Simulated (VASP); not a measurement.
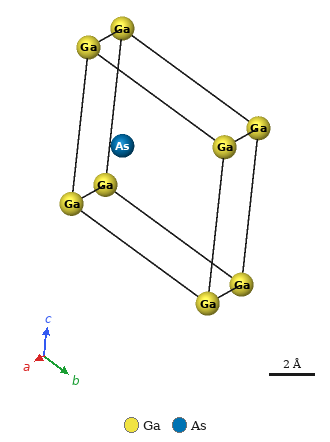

The structure (ball-and-stick view of the reduced cell, seen slightly off an axis).

## Run report: GaAs, single-point calculation

- system: GaAs (I-4m2, 2 atoms in the cell)
- method: DFT, plane waves, PAW, settings varied from a PBE run (VASP 6.6.1)

The structure was built on a prototype by a generator. Some settings of this run were made unusual or wrong on purpose. The geometry comes from this level: r2SCAN (a point of a series of strains).

**INCAR**
```
ENCUT = 520.000000
SIGMA = 0.020000
EDIFF = 1.00e-07
GGA = PE
PREC = Accurate
IBRION = -1
ISIF = 2
ISMEAR = -1
NBANDS = 16
NSW = 0
LASPH = .TRUE.
LCHARG = .FALSE.
LWAVE = .FALSE.
LREAL = .FALSE.
NELM = 64
```

**KPOINTS**
```
KPOINTS created by Atomic Simulation Environment
0
Gamma
4 4 4
0 0 0
```

**POSCAR**
```
Ga As
 1.0000000000000000
     0.0000000000000000    5.3537499999999998    5.4089000000000000
     5.3537499999999998    0.0000000000000000    5.4089000000000000
     5.3537499999999998    5.3537499999999998    0.0000000000000000
 Ga  As
   1   1
Cartesian
  0.0000000000000000  0.0000000000000000  0.0000000000000000
  2.6768749999999994  2.6768749999999999  2.7044499999999996
```

Command:
```bash
mpirun -np 1 vasp_std
```

**OSZICAR**
```
N       E                     dE             d eps       ncg     rms          rms(c)
DAV:   1     0.649456358623E+02    0.64946E+02   -0.69288E+03   424   0.824E+02
DAV:   2     0.314539775364E+01   -0.61800E+02   -0.59686E+02   544   0.169E+02
DAV:   3    -0.274819698864E+01   -0.58936E+01   -0.58129E+01   424   0.486E+01
DAV:   4    -0.294548228249E+01   -0.19729E+00   -0.19195E+00   592   0.980E+00
DAV:   5    -0.295020853988E+01   -0.47263E-02   -0.47158E-02   536   0.150E+00    0.215E+00
DAV:   6    -0.221564337523E+01    0.73457E+00   -0.10614E+00   424   0.307E+00    0.866E-01
DAV:   7    -0.215398852398E+01    0.61655E-01   -0.46703E-01   472   0.122E+00    0.755E-01
DAV:   8    -0.223368605660E+01   -0.79698E-01   -0.75114E-01   424   0.207E+00    0.852E-01
DAV:   9    -0.215598872014E+01    0.77697E-01   -0.14342E-01   440   0.768E-01    0.340E-01
DAV:  10    -0.218639084850E+01   -0.30402E-01   -0.33822E-01   416   0.957E-01    0.741E-01
DAV:  11    -0.215572418034E+01    0.30667E-01   -0.34104E-01   440   0.862E-01    0.224E-01
DAV:  12    -0.215229172758E+01    0.34325E-02   -0.96783E-03   432   0.234E-01    0.128E-01
DAV:  13    -0.215109603028E+01    0.11957E-02   -0.56108E-03   552   0.136E-01    0.127E-02
DAV:  14    -0.215114698126E+01   -0.50951E-04   -0.35218E-04   448   0.626E-02    0.220E-02
DAV:  15    -0.215110283422E+01    0.44147E-04   -0.93946E-05   472   0.213E-02    0.646E-03
DAV:  16    -0.215109985081E+01    0.29834E-05   -0.75126E-06   512   0.883E-03    0.295E-03
DAV:  17    -0.215109934345E+01    0.50736E-06   -0.23457E-06   512   0.387E-03    0.869E-04
DAV:  18    -0.215109941928E+01   -0.75829E-07   -0.29972E-07   488   0.196E-03
   1 F= -.21510994E+01 E0= -.21380329E+01  d E =-.261330E-01
```

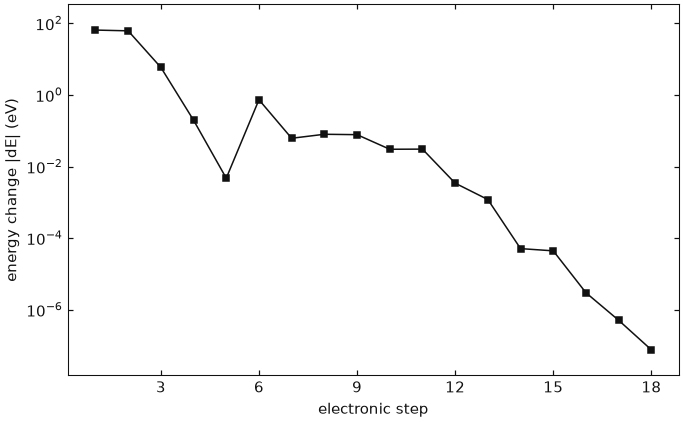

Convergence of the self-consistent field: energy change |dE| against the electronic step. It takes 18 electronic steps. The density is held fixed in the first few steps, and dE rises again when its update begins.

**Parts of OUTCAR**
```
k-points           NKPTS =     13   k-points in BZ     NKDIM =     13   number of bands    NBANDS=     16

   NELECT =      18.0000    total number of electrons

   dimension x,y,z NGX =    60 NGY =   60 NGZ =   56
   dimension x,y,z NGXF=   120 NGYF=  120 NGZF=  112

  energy-cutoff  :      520.00
  volume of cell :      310.07
      direct lattice vectors                 reciprocal lattice vectors
     0.000000000  5.353750000  5.408900000    -0.093392482  0.093392482  0.092440237
     5.353750000  0.000000000  5.408900000     0.093392482 -0.093392482  0.092440237
     5.353750000  5.353750000  0.000000000     0.093392482  0.093392482 -0.092440237

 k-points in reciprocal lattice and weights: KPOINTS created by Atomic Simulation Env
   0.00000000  0.00000000  0.00000000       0.016
   0.25000000  0.00000000  0.00000000       0.125
   0.50000000  0.00000000  0.00000000       0.062
   0.25000000  0.25000000  0.00000000       0.031
   0.50000000  0.25000000  0.00000000       0.125
  -0.25000000  0.25000000  0.00000000       0.062
   0.50000000  0.50000000  0.00000000       0.016
   0.25000000  0.00000000  0.25000000       0.062
   0.50000000  0.00000000  0.25000000       0.250
  -0.25000000  0.00000000  0.25000000       0.125
  -0.25000000  0.50000000  0.25000000       0.062
   0.50000000  0.00000000  0.50000000       0.031
  -0.25000000  0.25000000  0.50000000       0.031

 E-fermi :  -3.0202

 k-point     1 :       0.0000    0.0000    0.0000
  band No.  band energies     occupation
      1     -19.2774      2.00000
      2     -19.2769      2.00000
      3     -19.2762      2.00000
      4     -19.2760      2.00000
      5     -19.2760      2.00000
      6     -11.9933      2.00000
      7      -8.6416      2.00000
      8      -2.9965      0.46811
      9      -2.9931      0.40987
     10      -2.9931      0.40985
     11      -1.7439      0.00000
     12      -1.7439      0.00000
     13      -1.7372      0.00000
     14       0.2681      0.00000
     15       3.0585      0.00000
     16       3.1066      0.00000

 k-point     2 :       0.2500    0.0000    0.0000
  band No.  band energies     occupation
      1     -19.2774      2.00000
      2     -19.2769      2.00000
      3     -19.2762      2.00000
      4     -19.2760      2.00000
      5     -19.2760      2.00000
      6     -11.9916      2.00000
      7      -8.6454      2.00000
      8      -3.0383      1.42502
      9      -3.0279      1.19023
     10      -3.0246      1.11123
     11      -1.7808      0.00000
     12      -1.6967      0.00000
     13      -1.6925      0.00000
     14       0.7552      0.00000
     15       2.6528      0.00000
     16       2.7389      0.00000

 k-point     3 :       0.5000    0.0000    0.0000
  band No.  band energies     occupation
      1     -19.2774      2.00000
      2     -19.2769      2.00000
      3     -19.2762      2.00000
      4     -19.2760      2.00000
      5     -19.2760      2.00000
      6     -11.9900      2.00000
      7      -8.6492      2.00000
      8      -3.0917      1.94547
      9      -3.0584      1.74187
     10      -3.0540      1.68833
     11      -1.7684      0.00000
     12      -1.6528      0.00000
     13      -1.6493      0.00000
     14       1.4562      0.00000
     15       1.8382      0.00000
     16       2.6933      0.00000

 k-point     4 :       0.2500    0.2500    0.0000
  band No.  band energies     occupation
      1     -19.2774      2.00000
      2     -19.2769      2.00000
      3     -19.2762      2.00000
      4     -19.2760      2.00000
      5     -19.2760      2.00000
      6     -11.9911      2.00000
      7      -8.6468      2.00000
      8      -3.0692      1.84138
      9      -3.0692      1.84137
     10      -2.9706      0.15477
     11      -1.8886      0.00000
     12      -1.6365      0.00000
     13      -1.6365      0.00000
     14       0.9262      0.00000
     15       2.0981      0.00000
     16       2.9246      0.00000

 k-point     5 :       0.5000    0.2500    0.0000
  band No.  band energies     occupation
      1     -19.2774      2.00000
      2     -19.2769      2.00000
      3     -19.2762      2.00000
      4     -19.2760      2.00000
      5     -19.2760      2.00000
      6     -11.9895      2.00000
      7      -8.6506      2.00000
      8      -3.1569      1.99785
      9      -3.0967      1.95741
     10      -2.9551      0.07421
     11      -1.8942      0.00000
     12      -1.5925      0.00000
     13      -1.5857      0.00000
     14       1.5949      0.00000
     15       1.8676      0.00000
     16       2.4182      0.00000

 k-point     6 :      -0.2500    0.2500    0.0000
  band No.  band energies     occupation
      1     -19.2774      2.00000
      2     -19.2769      2.00000
      3     -19.2762      2.00000
      4     -19.2760      2.00000
      5     -19.2760      2.00000
      6     -11.9900      2.00000
      7      -8.6492      2.00000
      8      -3.1547      1.99760
      9      -3.0547      1.69839
     10      -2.9772      0.20884
     11      -1.8415      0.00000
     12      -1.6497      0.00000
     13      -1.6035      0.00000
     14       1.3426      0.00000
     15       2.2082      0.00000
     16       2.3981      0.00000

 k-point     7 :       0.5000    0.5000    0.0000
  band No.  band energies     occupation
      1     -19.2774      2.00000
      2     -19.2769      2.00000
      3     -19.2762      2.00000
      4     -19.2760      2.00000
      5     -19.2760      2.00000
      6     -11.9889      2.00000
      7      -8.6520      2.00000
      8      -3.1363      1.99401
      9      -3.1363      1.99401
     10      -2.9487      0.05465
     11      -1.9878      0.00000
     12      -1.5353      0.00000
     13      -1.5353      0.00000
     14       1.6595      0.00000
     15       1.8327      0.00000
     16       2.7550      0.00000

 k-point     8 :       0.2500    0.0000    0.2500
  band No.  band energies     occupation
      1     -19.2774      2.00000
      2     -19.2769      2.00000
      3     -19.2762      2.00000
      4     -19.2760      2.00000
      5     -19.2760      2.00000
      6     -11.9911      2.00000
      7      -8.6466      2.00000
      8      -3.0738      1.87183
      9      -3.0707      1.85218
     10      -2.9699      0.14985
     11      -1.8930      0.00000
     12      -1.6376      0.00000
     13      -1.6288      0.00000
     14       0.9381      0.00000
     15       2.1142      0.00000
     16       2.9316      0.00000

 k-point     9 :       0.5000    0.0000    0.2500
  band No.  band energies     occupation
      1     -19.2774      2.00000
      2     -19.2769      2.00000
      3     -19.2762      2.00000
      4     -19.2760      2.00000
      5     -19.2760      2.00000
      6     -11.9894      2.00000
      7      -8.6504      2.00000
      8      -3.1578      1.99794
      9      -3.1006      1.96472
     10      -2.9555      0.07594
     11      -1.8966      0.00000
     12      -1.5902      0.00000
     13      -1.5831      0.00000
     14       1.6096      0.00000
     15       1.8652      0.00000
     16       2.4221      0.00000

 k-point    10 :      -0.2500    0.0000    0.2500
  band No.  band energies     occupation
      1     -19.2774      2.00000
      2     -19.2769      2.00000
      3     -19.2762      2.00000
      4     -19.2760      2.00000
      5     -19.2760      2.00000
      6     -11.9900      2.00000
      7      -8.6492      2.00000
      8      -3.1515      1.99720
      9      -3.0582      1.73969
     10      -2.9771      0.20745
     11      -1.8394      0.00000
     12      -1.6467      0.00000
     13      -1.6084      0.00000
     14       1.3329      0.00000
     15       2.2087      0.00000
     16       2.4114      0.00000

 k-point    11 :      -0.2500    0.5000    0.2500
  band No.  band energies     occupation
      1     -19.2774      2.00000
      2     -19.2769      2.00000
      3     -19.2762      2.00000
      4     -19.2760      2.00000
      5     -19.2760      2.00000
      6     -11.9889      2.00000
      7      -8.6518      2.00000
      8      -3.1646      1.99854
      9      -3.1490      1.99681
     10      -2.9196      0.01300
     11      -1.9124      0.00000
     12      -1.6024      0.00000
     13      -1.5351      0.00000
     14       1.7441      0.00000
     15       1.8449      0.00000
     16       2.7282      0.00000

 k-point    12 :       0.5000    0.0000    0.5000
  band No.  band energies     occupation
      1     -19.2774      2.00000
      2     -19.2769      2.00000
      3     -19.2762      2.00000
      4     -19.2760      2.00000
      5     -19.2760      2.00000
      6     -11.9889      2.00000
      7      -8.6516      2.00000
      8      -3.1414      1.99535
      9      -3.1399      1.99499
     10      -2.9512      0.06146
     11      -1.9882      0.00000
     12      -1.5330      0.00000
     13      -1.5309      0.00000
     14       1.6705      0.00000
     15       1.8372      0.00000
     16       2.7774      0.00000

 k-point    13 :      -0.2500    0.2500    0.5000
  band No.  band energies     occupation
      1     -19.2774      2.00000
      2     -19.2769      2.00000
      3     -19.2762      2.00000
      4     -19.2760      2.00000
      5     -19.2760      2.00000
      6     -11.9889      2.00000
      7      -8.6516      2.00000
      8      -3.1667      1.99869
      9      -3.1494      1.99688
     10      -2.9218      0.01452
     11      -1.9150      0.00000
     12      -1.6011      0.00000
     13      -1.5322      0.00000
     14       1.7416      0.00000
     15       1.8469      0.00000
     16       2.7432      0.00000

  Total       -1.9558774     -1.9558774     -1.9932205      0.0000000     -0.0000000      0.0000000
  in kB      -10.1064139    -10.1064139    -10.2993735      0.0000000     -0.0000000      0.0000000
  external PRESSURE =     -10.1707338 kB  Pullay stress =       0.0000000 kB

 POSITION                                       TOTAL-FORCE (eV/Angst)
 -----------------------------------------------------------------------------------
      0.00000      0.00000      0.00000        -0.000000     -0.000000     -0.000000
      2.67687      2.67687      2.70445         0.000000      0.000000      0.000000
 -----------------------------------------------------------------------------------
    total drift:                                0.000003      0.000003      0.000002

  FREE ENERGIE OF THE ION-ELECTRON SYSTEM (eV)
  ---------------------------------------------------
  free  energy   TOTEN  =        -2.1510994193 eV

  energy  without entropy=       -2.1249664013  energy(sigma->0) =       -2.13803291
```

**Outcome**

| quantity | value |
| --- | --- |
| outcome | converged |
| space group (tolerance 0.01 Å) | I-4m2 (119) |
| electrons treated | 18 |
| free energy | −2.1511 eV |
| Fermi energy | −3.020 eV |
| band gap | none (metallic) |
| pressure | −1.02 GPa |
| largest force (length of the vector) | under 0.001 eV/Å |
| hardware | 1 CPU thread, shared host |
| wall time | 99 s |
| peak memory | 0.5 GiB |

Some settings of this run were drawn to be unusual or wrong (NELM = 64). It converged; results that depend on the unusual settings are not reference values.
